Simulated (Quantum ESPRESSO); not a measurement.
# MoS₂: single-point calculation (part 1 of 2)

- system: MoS₂ (P-6m2, 3 atoms in the cell)
- method: Kohn-Sham DFT of a periodic cell, r2SCAN, SG15 PBE 1.2, no spin polarisation (Quantum ESPRESSO 7.5)

The structure derives from a Materials Project entry. The volume is scaled by 1.02.

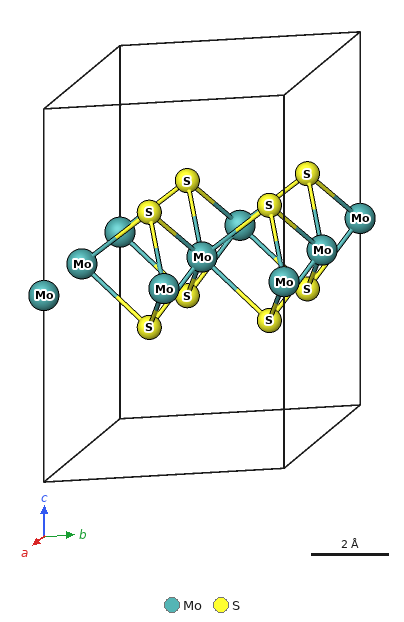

The structure as given in the input (ball-and-stick view of the 2 × 2 repeat of the cell, with the vacuum cut short, seen slightly off an axis). An atom can appear more than once, as a periodic image. Near neighbours in the periodic cell (some may lie outside the picture): Mo has 6 S at 2.42 Å; S has 3 Mo at 2.42 Å.

## Input
```
&CONTROL
  calculation = 'scf'
  prefix = 'pwscf'
  outdir = './tmp'
  pseudo_dir = './pseudo'
  tstress = .true.
  disk_io = 'nowf'
/
&SYSTEM
  ibrav = 0
  nat = 3
  ntyp = 2
  ecutwfc = 70
  nbnd = 20
  input_dft = 'r2scan'
  occupations = 'smearing'
  smearing = 'fd'
  degauss = 0.00367493
  nosym = .true.
  nr1 = 36
  nr2 = 36
  nr3 = 180
/
&ELECTRONS
  conv_thr = 1d-08
  electron_maxstep = 120
  mixing_beta = 0.5
/
ATOMIC_SPECIES
Mo    95.9500 Mo_ONCV_PBE-1.2.upf
S     32.0600 S_ONCV_PBE-1.2.upf
CELL_PARAMETERS angstrom
   3.2052136244    0.0000000000    0.0000000000
  -1.6026068122    2.7757964233    0.0000000000
   0.0000000000    0.0000000000   17.4494019708
ATOMIC_POSITIONS crystal
Mo     0.0000000000    0.0000000000    0.0000000000
S      0.3333333333    0.6666666667    0.9105070200
S      0.3333333333    0.6666666667    0.0894929800
K_POINTS automatic
7 7 1 0 0 0
```

Run on 4 threads of AMD EPYC (Zen 3), 16 GiB of memory available, shared host.

Launched with:
```bash
OMP_NUM_THREADS=1 mpirun -n 4 pw.x -nk 2 -in pw.in > pw.out
```

## Log
```
This program is part of the open-source Quantum ESPRESSO suite
     for quantum simulation of materials; please cite
         "P. Giannozzi et al., J. Phys.:Condens. Matter 21 395502 (2009);
         "P. Giannozzi et al., J. Phys.:Condens. Matter 29 465901 (2017);
         "P. Giannozzi et al., J. Chem. Phys. 152 154105 (2020);
          URL
     in publications or presentations arising from this work. More details at

     IMPORTANT: XC functional enforced from input :
     Exchange-correlation= R2SCAN
                           (   0   0   0   0   0 497 498)
     Any further DFT definition will be discarded
     Please, verify this is what you really want

     K-points division:     npool     =       2
     Subspace diagonalization in iterative solution of the eigenvalue problem:
     a serial algorithm will be used

     --------------------
     sticks:   dense  smooth     PW     G-vecs:    dense   smooth      PW
     Min         351     351    105                41381    41381    6975
     Max         352     352    106                41396    41396    6988
     Sum         703     703    211                82777    82777   13963

     Using Slab Decomposition

     bravais-lattice index     =            0
     lattice parameter (alat)  =       6.0570  a.u.
     unit-cell volume          =    1047.6633 (a.u.)^3
     number of atoms/cell      =            3
     number of atomic types    =            2
     number of electrons       =        26.00
     number of Kohn-Sham states=           20
     kinetic-energy cutoff     =      70.0000  Ry
     charge density cutoff     =     280.0000  Ry
     scf convergence threshold =      1.0E-08
     mixing beta               =       0.5000
     number of iterations used =            8  plain     mixing
     Exchange-correlation= R2SCAN
                           (   0   0   0   0   0 497 498)

     celldm(1)=   6.056976  celldm(2)=   0.000000  celldm(3)=   0.000000
     celldm(4)=   0.000000  celldm(5)=   0.000000  celldm(6)=   0.000000

     crystal axes: (cart. coord. in units of alat)
               a(1) = (   1.000000   0.000000   0.000000 )
               a(2) = (  -0.500000   0.866025   0.000000 )
               a(3) = (   0.000000   0.000000   5.444068 )

     reciprocal axes: (cart. coord. in units 2 pi/alat)
               b(1) = (  1.000000  0.577350 -0.000000 )
               b(2) = (  0.000000  1.154701  0.000000 )
               b(3) = (  0.000000 -0.000000  0.183686 )

     PseudoPot. # 1 for Mo read from file:
     Mo_ONCV_PBE-1.2.upf
     Pseudo is Norm-conserving, Zval = 14.0
     Generated using ONCVPSP code by D. R. Hamann
     Using radial grid of  602 points,  6 beta functions with:
                l(1) =   0
                l(2) =   0
                l(3) =   1
                l(4) =   1
                l(5) =   2
                l(6) =   2

     PseudoPot. # 2 for S  read from file:
     S_ONCV_PBE-1.2.upf
     Pseudo is Norm-conserving, Zval =  6.0
     Generated using ONCVPSP code by D. R. Hamann
     Using radial grid of  602 points,  4 beta functions with:
                l(1) =   0
                l(2) =   0
                l(3) =   1
                l(4) =   1

     atomic species   valence    mass     pseudopotential
     Mo               14.00    95.95000     Mo( 1.00)
     S                 6.00    32.06000     S ( 1.00)

     No symmetry found

   Cartesian axes

     site n.     atom                  positions (alat units)
         1        Mo     tau(   1) = (   0.0000000   0.0000000   0.0000000  )
         2        S      tau(   2) = (  -0.0000000   0.5773503   4.9568624  )
         3        S      tau(   3) = (  -0.0000000   0.5773503   0.4872059  )

     number of k points=    25  Fermi-Dirac smearing, width (Ry)=  0.0037
                       cart. coord. in units 2pi/alat
        k(    1) = (   0.0000000   0.0000000   0.0000000), wk =   0.0408163
        k(    2) = (   0.0000000   0.1649572   0.0000000), wk =   0.0816327
        k(    3) = (   0.0000000   0.3299144   0.0000000), wk =   0.0816327
        k(    4) = (   0.0000000   0.4948717   0.0000000), wk =   0.0816327
        k(    5) = (   0.1428571   0.0824786   0.0000000), wk =   0.0816327
        k(    6) = (   0.1428571   0.2474358   0.0000000), wk =   0.0816327
        k(    7) = (   0.1428571   0.4123930   0.0000000), wk =   0.0816327
        k(    8) = (   0.1428571   0.5773503   0.0000000), wk =   0.0816327
        k(    9) = (   0.1428571  -0.4123930   0.0000000), wk =   0.0816327
        k(   10) = (   0.1428571  -0.2474358   0.0000000), wk =   0.0816327
        k(   11) = (   0.1428571  -0.0824786   0.0000000), wk =   0.0816327
        k(   12) = (   0.2857143   0.1649572   0.0000000), wk =   0.0816327
        k(   13) = (   0.2857143   0.3299144   0.0000000), wk =   0.0816327
        k(   14) = (   0.2857143   0.4948717   0.0000000), wk =   0.0816327
        k(   15) = (   0.2857143   0.6598289   0.0000000), wk =   0.0816327
        k(   16) = (   0.2857143  -0.3299144   0.0000000), wk =   0.0816327
        k(   17) = (   0.2857143  -0.1649572   0.0000000), wk =   0.0816327
        k(   18) = (   0.2857143  -0.0000000   0.0000000), wk =   0.0816327
        k(   19) = (   0.4285714   0.2474358   0.0000000), wk =   0.0816327
        k(   20) = (   0.4285714   0.4123930   0.0000000), wk =   0.0816327
        k(   21) = (   0.4285714   0.5773503   0.0000000), wk =   0.0816327
        k(   22) = (   0.4285714   0.7423075   0.0000000), wk =   0.0816327
        k(   23) = (   0.4285714  -0.2474358   0.0000000), wk =   0.0816327
        k(   24) = (   0.4285714  -0.0824786   0.0000000), wk =   0.0816327
        k(   25) = (   0.4285714   0.0824786   0.0000000), wk =   0.0816327

     Dense  grid:    82777 G-vectors     FFT dimensions: (  36,  36, 180)

     WARNING: libxc functional with ID  497 depends
      on external parameters: check the user_guide of
      QE if you need to modify them or to check their
      default values.

     WARNING: libxc functional with ID  498 depends
      on external parameters: check the user_guide of
      QE if you need to modify them or to check their
      default values.

     Initial potential from superposition of free atoms

     starting charge      25.8886, renormalised to      26.0000

     negative rho (up,down):  2.764E-04 0.000E+00
     Starting wfcs are random

     Self-consistent Calculation

     iteration #  1     ecut=    70.00 Ry     beta= 0.50
     Davidson diagonalization with overlap
     c_bands:  1 eigenvalues not converged
     c_bands:  1 eigenvalues not converged
     c_bands:  3 eigenvalues not converged
     c_bands:  2 eigenvalues not converged
     c_bands:  2 eigenvalues not converged
     c_bands:  2 eigenvalues not converged
     c_bands:  2 eigenvalues not converged
     c_bands:  3 eigenvalues not converged
     c_bands:  1 eigenvalues not converged
     c_bands:  1 eigenvalues not converged
     ethr =  1.00E-02,  avg # of iterations = 39.9

     total energy              =    1904.81807485 Ry
     estimated scf accuracy    <   23310.71398512 Ry

     iteration #  2     ecut=    70.00 Ry     beta= 0.50
     Davidson diagonalization with overlap
     ethr =  1.00E-02,  avg # of iterations = 34.3

     total energy              =    -304.69569216 Ry
     estimated scf accuracy    <    6178.35166618 Ry

     iteration #  3     ecut=    70.00 Ry     beta= 0.50
     Davidson diagonalization with overlap
     ethr =  1.00E-02,  avg # of iterations =  7.6

     total energy              =    -241.93528965 Ry
     estimated scf accuracy    <    2649.16212019 Ry

     iteration #  4     ecut=    70.00 Ry     beta= 0.50
     Davidson diagonalization with overlap
     ethr =  1.00E-02,  avg # of iterations =  6.4

     total energy              =    -227.76778801 Ry
     estimated scf accuracy    <    1466.45971016 Ry

     iteration #  5     ecut=    70.00 Ry     beta= 0.50
     Davidson diagonalization with overlap
     ethr =  1.00E-02,  avg # of iterations =  1.8

     total energy              =    -181.58333641 Ry
     estimated scf accuracy    <    1092.25541454 Ry

     iteration #  6     ecut=    70.00 Ry     beta= 0.50
     Davidson diagonalization with overlap
     ethr =  1.00E-02,  avg # of iterations =  5.4

     total energy              =    -192.35100758 Ry
     estimated scf accuracy    <     268.21116786 Ry

     iteration #  7     ecut=    70.00 Ry     beta= 0.50
     Davidson diagonalization with overlap
     ethr =  1.00E-02,  avg # of iterations =  2.0

     total energy              =    -187.83526612 Ry
     estimated scf accuracy    <     371.96504676 Ry

     iteration #  8     ecut=    70.00 Ry     beta= 0.50
     Davidson diagonalization with overlap
     ethr =  1.00E-02,  avg # of iterations =  1.0

     negative rho (up,down):  1.042E-03 0.000E+00

     total energy              =    -178.04878843 Ry
     estimated scf accuracy    <     252.01022508 Ry

     iteration #  9     ecut=    70.00 Ry     beta= 0.50
     Davidson diagonalization with overlap
     ethr =  1.00E-02,  avg # of iterations =  5.4

     negative rho (up,down):  3.832E-02 0.000E+00

     total energy              =    -180.71774494 Ry
     estimated scf accuracy    <      16.99930584 Ry

     iteration # 10     ecut=    70.00 Ry     beta= 0.50
     Davidson diagonalization with overlap
     ethr =  1.00E-02,  avg # of iterations =  5.0

     negative rho (up,down):  7.137E-02 0.000E+00

     total energy              =    -182.71757366 Ry
     estimated scf accuracy    <      30.84489286 Ry

     iteration # 11     ecut=    70.00 Ry     beta= 0.50
     Davidson diagonalization with overlap
     ethr =  1.00E-02,  avg # of iterations =  4.4

     negative rho (up,down):  3.489E-02 0.000E+00

     total energy              =    -174.67546895 Ry
     estimated scf accuracy    <     132.72855700 Ry

     iteration # 12     ecut=    70.00 Ry     beta= 0.50
     Davidson diagonalization with overlap
     ethr =  1.00E-02,  avg # of iterations =  8.2

     negative rho (up,down):  1.189E-01 0.000E+00

     total energy              =    -178.12618972 Ry
     estimated scf accuracy    <       5.28756964 Ry

     iteration # 13     ecut=    70.00 Ry     beta= 0.50
     Davidson diagonalization with overlap
     ethr =  1.00E-02,  avg # of iterations =  3.2

     negative rho (up,down):  1.189E-01 0.000E+00

     total energy              =    -178.10729729 Ry
     estimated scf accuracy    <       4.27687274 Ry

     iteration # 14     ecut=    70.00 Ry     beta= 0.50
     Davidson diagonalization with overlap
     ethr =  1.00E-02,  avg # of iterations =  2.2

     negative rho (up,down):  1.579E-01 0.000E+00

     total energy              =    -178.18030035 Ry
     estimated scf accuracy    <       0.39332467 Ry

     iteration # 15     ecut=    70.00 Ry     beta= 0.50
     Davidson diagonalization with overlap
     ethr =  1.51E-03,  avg # of iterations =  6.0

     negative rho (up,down):  1.621E-01 0.000E+00

     total energy              =    -178.24365110 Ry
     estimated scf accuracy    <       0.47430713 Ry

     iteration # 16     ecut=    70.00 Ry     beta= 0.50
     Davidson diagonalization with overlap
     ethr =  1.51E-03,  avg # of iterations =  5.3

     negative rho (up,down):  1.478E-01 0.000E+00

     total energy              =    -178.26616576 Ry
     estimated scf accuracy    <       0.07968779 Ry

     iteration # 17     ecut=    70.00 Ry     beta= 0.50
     Davidson diagonalization with overlap
     ethr =  3.06E-04,  avg # of iterations =  6.4

     negative rho (up,down):  1.279E-01 0.000E+00

     total energy              =    -178.25250452 Ry
     estimated scf accuracy    <       0.06914084 Ry

     iteration # 18     ecut=    70.00 Ry     beta= 0.50
     Davidson diagonalization with overlap
     ethr =  2.66E-04,  avg # of iterations =  7.0

     negative rho (up,down):  5.614E-02 0.000E+00
```
